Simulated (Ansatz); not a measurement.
# Geometry relaxation of Zr3O (part 1 of 3)

- system: Zr3O (4 atoms in the cell)
- method: DFT r2SCAN, scalar-relativistic, plane waves, PAW (Ansatz 0.2.0)

The structure was built on a prototype by a generator; it need not be a known phase. The run did not end well. It belongs to a series of runs on one base structure; here: TiAl3 (D0_22) type (I4/mmm, No. 139). Figures and captions count atoms from 1; the log counts them from 0 in places.

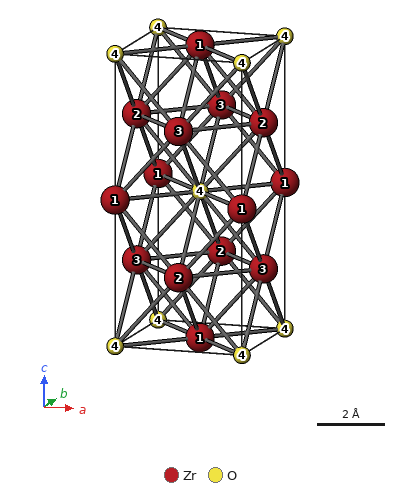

**Figure 1.** The starting structure (ball-and-stick view of the cell 2 times as large as that of the calculation, set on its symmetry axes, seen slightly off an axis; atoms are numbered from 1 in the order of the input). An atom can appear more than once, as a periodic image. Near neighbours in the periodic cell (some may lie outside the picture): Zr has 4 O at 2.84 to 3.01 Å and 8 Zr at 2.84 to 3.01 Å; O has 12 Zr at 2.84 to 3.01 Å.

What the run reported

| quantity | value |
| --- | --- |
| outcome | stopped at the time limit |
| space group (tolerance 0.01 Å) | I4/mmm (139) |
| final cell | a = 5.979 Å, b = 5.979 Å, c = 5.979 Å, α = 143.84°, β = 143.84°, γ = 52.07° |
| hardware | 1 thread of Arm Neoverse V1, 24 GiB of memory available, shared host |
| wall time | 25 min |
| peak memory | 1.3 GiB |

Diagnosis

The run was cut off by its time limit, so the output is incomplete.

The input
```yaml
crystal:
  lattice:
    - [-2.0061351832, 2.0061351832, 4.4812370326]
    - [2.0061351832, -2.0061351832, 4.4812370326]
    - [2.0061351832, 2.0061351832, -4.4812370326]
  atoms:
    - { symbol: Zr, position: [0.5, 0.5, 0.0] }
    - { symbol: Zr, position: [0.25, 0.75, 0.5] }
    - { symbol: Zr, position: [0.75, 0.25, 0.5] }
    - { symbol: O, position: [0.0, 0.0, 0.0] }
basis:
  ecutwfc: 500
kpoints:
  mp_grid: { grid: [16, 16, 16] }
hamiltonian:
  xc: r2scan
scf:
  occupations: { method: gaussian, width: 0.1 }
output:
  forces: true
  stress: true
  eigenvalues: true
  write_density: true
  write_potential: true
  elf: true
  volumetric_format: npy
relax:
  adjacent_minimum: "off"
  f_tol: 0.01
  max_steps: 80
  cell: { stress_tol: 0.05 }
```

Launch command:
```bash
ansatz run input.yaml --threads 1 --pin off --max-ram 3072MiB --backend cpu --events-out ev --progress --plain --runs-dir out
```

The program's output
```
Engine: ansatz 0.2.0, aarch64-unknown-linux-gnu
Pseudopotentials: kind: paw
Pseudopotential: Zr, paw, valence charge 12, recommended cutoff 500 eV (meta_gga), Zr.paw.azcp
Pseudopotential: O, paw, valence charge 6, recommended cutoff 500 eV (meta_gga), O.paw.azcp
Functional definition: r2SCAN
  parameter k0 = 0.174
  parameter k1 = 0.065
  parameter a1 = 4.9479
  exchange = r2scan_x(k0 = k0, k1 = k1, a1 = a1)
  correlation = r2scan_c
Crystal: 4 atoms, lattice volume = 72.140 Å³
Basis set: ecut = 500 eV, 1865 PW (Γ), exchange–correlation on 160×160×160 points (64 copies of the dense FFT grid, shifted against one another)
Bands: 26, of which v1, the nominal top of the filled ones, is band 21 counted from 1 (20 counted from 0)
Symmetry: 16 space group operations
Space group: I4/mmm (ITA 139), of the structure as read, at distance tolerance 4.2e-5 Å
k-points: 349 of 4096
Non-local potential: Zr, projectors of the file, l = 0: 3, l = 1: 2, l = 2: 2, l = 3: 2
Non-local potential: O, projectors of the file, l = 0: 2, l = 1: 2, l = 2: 1
PAW form: soft (Blöchl's): semilocal exchange-correlation on the pseudo side does not see the compensation charge
PAW frozen core: Zr, regenerated for the run's functional (the file was generated under x = pbe(κ = 0.804, μ = 0.2195149727645171), c = pbe(β = 0.06672455060314922))
PAW frozen core: O, regenerated for the run's functional (the file was generated under x = pbe(κ = 0.804, μ = 0.2195149727645171), c = pbe(β = 0.06672455060314922))
PAW one-centre angular grid: Zr, 590 points (default); XC on 160 Gauss nodes
PAW one-centre angular grid: O, 302 points (default); XC on 160 Gauss nodes
Initial density: superposition of atomic densities (neutral atoms: chi_scale 0, normalization atom), corrected by the library's trained network
Initial wavefunctions: pseudopotential atomic-orbital guess
Functional: x = r2scan, c = r2scan; τ floored in thin density (d = 2e-4 eV/Å³)
SCF iter   1: F=—  HF=-13150.332763 eV  |F-HF|=—  |Δ(HF+E_count)|=         —  Δρ=1.09e-2  dr2=1.12e-1  dr2_τ=4.86e-2  ethr=1.77e-3  ⟨swp⟩=4.2  Hψ=38674  notcnv=0
preconditioner: auto → Kerker (q_TF=auto, 2.493 Å⁻¹)  [metal: Δε(μ)=0.002 eV  Ē_g=4.033 eV  σ=0.100 eV  W_gap=0.01  n_scr=14 (ndim 8)  ℏωp=17.5 eV  f_vac=0.000  D(μ)=3.49/eV (n_scr^D=32)]
SCF iter   2: F=—  HF=-13150.482906 eV  |F-HF|=—  |Δ(HF+E_count)|=   1.50e-1  Δρ=7.04e-3  dr2=2.73e-2  dr2_τ=2.17e-3  ethr=2.67e-4  ⟨swp⟩=2.8  Hψ=19859  notcnv=0  defer=80
SCF iter   3: F=—  HF=-13150.491729 eV  |F-HF|=—  |Δ(HF+E_count)|=   8.82e-3  Δρ=2.40e-3  dr2=5.43e-3  dr2_τ=3.71e-4  ethr=6.51e-5  ⟨swp⟩=2.2  Hψ=12073  notcnv=0  defer=80
SCF iter   4: F=—  HF=-13150.493514 eV  |F-HF|=—  |Δ(HF+E_count)|=   1.78e-3  Δρ=1.52e-3  dr2=1.65e-3  dr2_τ=2.16e-4  ethr=1.29e-5  ⟨swp⟩=2.0  Hψ=12090  notcnv=0  defer=80
SCF iter   5: F=—  HF=-13150.493727 eV  |F-HF|=—  |Δ(HF+E_count)|=   2.13e-4  Δρ=5.70e-4  dr2=2.55e-4  dr2_τ=1.99e-5  ethr=3.93e-6  ⟨swp⟩=2.0  Hψ=11966  notcnv=0  defer=80
SCF iter   6: F=—  HF=-13150.493816 eV  |F-HF|=—  |Δ(HF+E_count)|=   8.87e-5  Δρ=2.40e-4  dr2=6.98e-5  dr2_τ=5.44e-6  ethr=6.06e-7  ⟨swp⟩=2.0  Hψ=12176  notcnv=0  defer=80
SCF iter   7: F=—  HF=-13150.493820 eV  |F-HF|=—  |Δ(HF+E_count)|=   4.89e-6  Δρ=6.02e-5  dr2=3.62e-6  dr2_τ=3.59e-7  ethr=1.66e-7  ⟨swp⟩=2.0  Hψ=11831  notcnv=0  defer=80
SCF iter   8: F=—  HF=-13150.493823 eV  |F-HF|=—  |Δ(HF+E_count)|=   2.93e-6  Δρ=2.55e-5  dr2=5.86e-7  dr2_τ=1.41e-8  ethr=8.62e-9  ⟨swp⟩=2.0  Hψ=12190  notcnv=0  defer=80
SCF iter   9: F=-13150.493824 eV  HF=-13150.493824 eV  |F-HF|=2.97e-9  |Δ(HF+E_count)|=   3.54e-7  Δρ=5.96e-6  dr2=2.84e-8  dr2_τ=9.08e-10  ethr=2.38e-10  ⟨swp⟩=7.2  Hψ=63053  notcnv=0
the search or the solves at the SCF's close seem to have found levels that the self-consistency loop had missed (the run counts 2). By its estimate they hold under 1e-12 electrons; where the run keeps them, the occupations were computed again with them
SCF 1 converged in 9 iterations: F = -13150.493824 eV  dr2 = 2.84e-8
  greatest PAW one-centre occupation: 0.990 electrons in one spin orbital (limit 2), on the Zr atom at site 2 (counted from 0), in its partial waves of l = 0
relax step   1: F+E_penalty+E_count = -13150.49382372 eV  Δ(F+E_penalty+E_count) = +0.000e0 eV  max|allowed force component| = 8.674e-19 eV/Å  Δτ_max = 0.0000 Å  P = +2.664 GPa  Ω = 72.140 Å³  (9 SCF iters, dr2 threshold 1.00e-7 eV, accepted)
Crystal: 4 atoms, lattice volume = 76.169 Å³
Basis set: ecut = 500 eV, 1929 PW (Γ), exchange–correlation on 160×160×160 points (64 copies of the dense FFT grid, shifted against one another)
Initial density: handed on by an earlier stage of this run
Initial wavefunctions: those handed on with the density
iter 1 solved again at ethr=9.55e-4 eV; its pass at ethr=3.10e-3 eV (dr2=4.01e-1 eV) is discarded
SCF iter   1: F=—  HF=-13150.386577 eV  |F-HF|=—  |Δ(HF+E_count)|=         —  Δρ=1.81e-2  dr2=3.98e-1  dr2_τ=1.39e-1  ethr=9.55e-4  ⟨swp⟩=1.0  Hψ=50632  notcnv=0
preconditioner: auto → Kerker (q_TF=auto, 2.471 Å⁻¹)  [metal: Δε(μ)=0.002 eV  Ē_g=3.848 eV  σ=0.100 eV  W_gap=0.01  n_scr=14 (ndim 8)  ℏωp=17.0 eV  f_vac=0.000  D(μ)=3.84/eV (n_scr^D=32)]
SCF iter   2: F=—  HF=-13150.558889 eV  |F-HF|=—  |Δ(HF+E_count)|=   1.72e-1  Δρ=1.21e-2  dr2=7.72e-2  dr2_τ=2.80e-2  ethr=9.49e-4  ⟨swp⟩=2.1  Hψ=14080  notcnv=0
SCF iter   3: F=—  HF=-13150.548772 eV  |F-HF|=—  |Δ(HF+E_count)|=   1.01e-2  Δρ=3.23e-3  dr2=1.65e-2  dr2_τ=2.95e-4  ethr=1.84e-4  ⟨swp⟩=2.0  Hψ=15810  notcnv=0  defer=45
SCF iter   4: F=—  HF=-13150.546208 eV  |F-HF|=—  |Δ(HF+E_count)|=   2.56e-3  Δρ=1.53e-3  dr2=4.03e-3  dr2_τ=5.19e-4  ethr=3.92e-5  ⟨swp⟩=2.0  Hψ=12172  notcnv=0  defer=45
SCF iter   5: F=—  HF=-13150.546024 eV  |F-HF|=—  |Δ(HF+E_count)|=   1.84e-4  Δρ=6.68e-4  dr2=3.47e-4  dr2_τ=2.41e-5  ethr=9.60e-6  ⟨swp⟩=2.0  Hψ=10632  notcnv=0  defer=45
SCF iter   6: F=—  HF=-13150.546142 eV  |F-HF|=—  |Δ(HF+E_count)|=   1.18e-4  Δρ=2.09e-4  dr2=3.05e-5  dr2_τ=3.73e-6  ethr=8.26e-7  ⟨swp⟩=2.0  Hψ=11869  notcnv=0  defer=60
SCF iter   7: F=—  HF=-13150.546169 eV  |F-HF|=—  |Δ(HF+E_count)|=   2.68e-5  Δρ=4.34e-5  dr2=1.79e-6  dr2_τ=1.54e-7  ethr=7.26e-8  ⟨swp⟩=2.0  Hψ=12237  notcnv=0  defer=61
SCF iter   8: F=-13150.546171 eV  HF=-13150.546171 eV  |F-HF|=7.43e-8  |Δ(HF+E_count)|=   1.49e-6  Δρ=1.34e-5  dr2=2.73e-7  dr2_τ=1.14e-8  ethr=9.52e-10  ⟨swp⟩=10.9  Hψ=74157  notcnv=0
SCF 2 converged in 8 iterations: F = -13150.546171 eV  dr2 = 2.73e-7
relax step   2: F+E_penalty+E_count = -13150.54617051 eV  Δ(F+E_penalty+E_count) = -5.235e-2 eV  max|allowed force component| = 2.602e-18 eV/Å  Δτ_max = 0.0000 Å  P = -2.161 GPa  Ω = 76.169 Å³  energy of the carried Pulay correction = -1.791e-3 eV  (8 SCF iters, dr2 threshold 4.00e-7 eV, accepted)
Crystal: 4 atoms, lattice volume = 75.018 Å³
Basis set: ecut = 500 eV, 1913 PW (Γ), exchange–correlation on 160×160×160 points (64 copies of the dense FFT grid, shifted against one another)
iter 1 solved again at ethr=1.30e-4 eV; its pass at ethr=3.10e-3 eV (dr2=5.45e-2 eV) is discarded
SCF iter   1: F=—  HF=-13150.554855 eV  |F-HF|=—  |Δ(HF+E_count)|=         —  Δρ=5.21e-3  dr2=5.40e-2  dr2_τ=1.17e-2  ethr=1.30e-4  ⟨swp⟩=1.0  Hψ=48006  notcnv=0
preconditioner: auto → Kerker (q_TF=auto, 2.477 Å⁻¹)  [metal: Δε(μ)=0.006 eV  Ē_g=3.803 eV  σ=0.100 eV  W_gap=0.04  n_scr=14 (ndim 8)  ℏωp=17.1 eV  f_vac=0.000  D(μ)=4.53/eV (n_scr^D=36)]
SCF iter   2: F=—  HF=-13150.567014 eV  |F-HF|=—  |Δ(HF+E_count)|=   1.22e-2  Δρ=3.24e-3  dr2=5.98e-3  dr2_τ=2.44e-3  ethr=1.29e-4  ⟨swp⟩=2.0  Hψ=11652  notcnv=0
SCF iter   3: F=—  HF=-13150.566663 eV  |F-HF|=—  |Δ(HF+E_count)|=   3.51e-4  Δρ=8.71e-4  dr2=1.74e-3  dr2_τ=6.48e-5  ethr=1.42e-5  ⟨swp⟩=2.0  Hψ=11406  notcnv=0
SCF iter   4: F=—  HF=-13150.566544 eV  |F-HF|=—  |Δ(HF+E_count)|=   1.19e-4  Δρ=5.43e-4  dr2=6.23e-4  dr2_τ=2.95e-5  ethr=4.15e-6  ⟨swp⟩=1.0  Hψ=9086  notcnv=0
SCF iter   5: F=—  HF=-13150.566487 eV  |F-HF|=—  |Δ(HF+E_count)|=   5.72e-5  Δρ=1.52e-4  dr2=2.75e-5  dr2_τ=1.07e-6  ethr=1.48e-6  ⟨swp⟩=2.0  Hψ=11918  notcnv=0
SCF iter   6: F=—  HF=-13150.566497 eV  |F-HF|=—  |Δ(HF+E_count)|=   1.09e-5  Δρ=5.70e-5  dr2=2.43e-6  dr2_τ=2.06e-7  ethr=6.55e-8  ⟨swp⟩=2.0  Hψ=11965  notcnv=0
SCF iter   7: F=-13150.566499 eV  HF=-13150.566499 eV  |F-HF|=2.12e-8  |Δ(HF+E_count)|=   1.24e-6  Δρ=1.72e-5  dr2=2.88e-7  dr2_τ=7.93e-9  ethr=9.52e-10  ⟨swp⟩=10.4  Hψ=69578  notcnv=0
SCF 3 converged in 7 iterations: F = -13150.566499 eV  dr2 = 2.88e-7
relax step   3: F+E_penalty+E_count = -13150.56649865 eV  Δ(F+E_penalty+E_count) = -2.033e-2 eV  max|allowed force component| = 9.975e-18 eV/Å  Δτ_max = 0.0000 Å  P = -0.956 GPa  Ω = 75.018 Å³  energy of the carried Pulay correction = -1.294e-3 eV  (7 SCF iters, dr2 threshold 4.00e-7 eV, accepted)
Crystal: 4 atoms, lattice volume = 73.719 Å³
Basis set: ecut = 500 eV, 1897 PW (Γ), exchange–correlation on 160×160×160 points (64 copies of the dense FFT grid, shifted against one another)
iter 1 solved again at ethr=5.01e-4 eV; its pass at ethr=3.10e-3 eV (dr2=2.10e-1 eV) is discarded
SCF iter   1: F=—  HF=-13150.552825 eV  |F-HF|=—  |Δ(HF+E_count)|=         —  Δρ=9.05e-3  dr2=2.11e-1  dr2_τ=4.53e-2  ethr=5.01e-4  ⟨swp⟩=1.0  Hψ=51842  notcnv=0
preconditioner: auto → Kerker (q_TF=auto, 2.484 Å⁻¹)  [metal: Δε(μ)=0.001 eV  Ē_g=3.880 eV  σ=0.100 eV  W_gap=0.01  n_scr=14 (ndim 8)  ℏωp=17.3 eV  f_vac=0.000  D(μ)=5.36/eV (n_scr^D=52)]
SCF iter   2: F=—  HF=-13150.586364 eV  |F-HF|=—  |Δ(HF+E_count)|=   3.35e-2  Δρ=3.69e-3  dr2=8.00e-3  dr2_τ=6.47e-3  ethr=5.01e-4  ⟨swp⟩=2.0  Hψ=12743  notcnv=0
SCF iter   3: F=—  HF=-13150.588526 eV  |F-HF|=—  |Δ(HF+E_count)|=   2.16e-3  Δρ=1.46e-3  dr2=4.25e-3  dr2_τ=2.25e-4  ethr=1.91e-5  ⟨swp⟩=2.0  Hψ=12662  notcnv=0
SCF iter   4: F=—  HF=-13150.588512 eV  |F-HF|=—  |Δ(HF+E_count)|=   1.45e-5  Δρ=1.07e-3  dr2=1.94e-3  dr2_τ=8.42e-5  ethr=1.01e-5  ⟨swp⟩=1.6  Hψ=9688  notcnv=0
SCF iter   5: F=—  HF=-13150.588454 eV  |F-HF|=—  |Δ(HF+E_count)|=   5.74e-5  Δρ=2.71e-4  dr2=1.34e-4  dr2_τ=2.33e-6  ethr=4.61e-6  ⟨swp⟩=2.2  Hψ=11956  notcnv=0
SCF iter   6: F=—  HF=-13150.588486 eV  |F-HF|=—  |Δ(HF+E_count)|=   3.18e-5  Δρ=9.27e-5  dr2=7.21e-6  dr2_τ=3.65e-7  ethr=3.18e-7  ⟨swp⟩=2.0  Hψ=11900  notcnv=0
SCF iter   7: F=—  HF=-13150.588492 eV  |F-HF|=—  |Δ(HF+E_count)|=   5.43e-6  Δρ=2.44e-5  dr2=5.33e-7  dr2_τ=2.05e-8  ethr=1.72e-8  ⟨swp⟩=2.0  Hψ=14665  notcnv=0
SCF iter   8: F=-13150.588492 eV  HF=-13150.588492 eV  |F-HF|=2.11e-8  |Δ(HF+E_count)|=   5.13e-7  Δρ=6.53e-6  dr2=3.48e-8  dr2_τ=1.76e-9  ethr=9.52e-10  ⟨swp⟩=10.4  Hψ=68033  notcnv=0
SCF 4 converged in 8 iterations: F = -13150.588492 eV  dr2 = 3.48e-8
relax step   4: F+E_penalty+E_count = -13150.58849222 eV  Δ(F+E_penalty+E_count) = -2.199e-2 eV  max|allowed force component| = 1.735e-18 eV/Å  Δτ_max = 0.0000 Å  P = +0.280 GPa  Ω = 73.719 Å³  energy of the carried Pulay correction = -7.288e-4 eV  (8 SCF iters, dr2 threshold 4.00e-7 eV, accepted)
Crystal: 4 atoms, lattice volume = 72.780 Å³
Basis set: ecut = 500 eV, 1815 PW (Γ), exchange–correlation on 160×160×160 points (64 copies of the dense FFT grid, shifted against one another)
iter 1 solved again at ethr=1.28e-3 eV; its pass at ethr=3.10e-3 eV (dr2=5.39e-1 eV) is discarded
```
